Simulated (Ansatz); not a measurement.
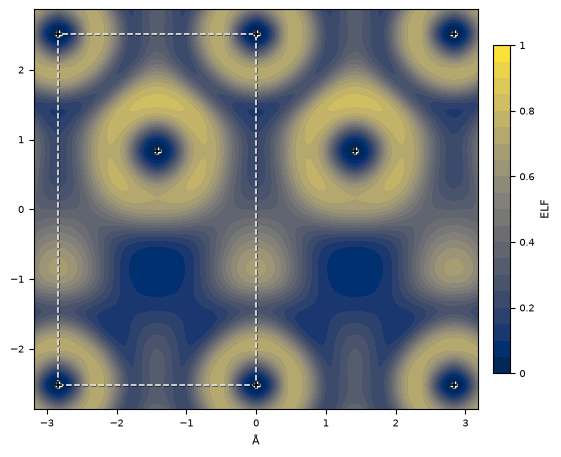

The electron localisation function on a plane through atoms (crosses mark nuclei in the plane).

These are results of Ansatz 0.2.0, Kohn-Sham DFT of a periodic cell, PBE, Ansatz PAW, not measurements.

Candidates:
A. MgO, a = 4.19 Å, b = 4.19 Å, c = 4.19 Å, α = 90.00°, β = 90.00°, γ = 90.00°. Space group Fm-3m; a structure from a database of computed crystals, not necessarily the ambient phase; computed pressure about 7 GPa in this cell.
B. WC, a = 2.91 Å, b = 2.91 Å, c = 2.84 Å, α = 90.00°, β = 90.00°, γ = 120.00°. Space group P-6m2; computed pressure about 6 GPa in this cell.
C. Sc, a = 3.86 Å, b = 3.86 Å, c = 3.46 Å, α = 90.00°, β = 90.00°, γ = 90.00°. Space group I4/mmm; a structure from a database of computed crystals, not necessarily the ambient phase.

Which candidate gave the map?

Answer. Candidate B: WC on the (110) plane of the conventional cell, which holds W and C. W–C (2.20 Å): the ELF peaks at about 0.80 in the valence shell of C, 0.7 Å from its nucleus, and is about 0.30 at the midpoint. W–W (2.84 Å): the ELF is about 0.30 at the midpoint.
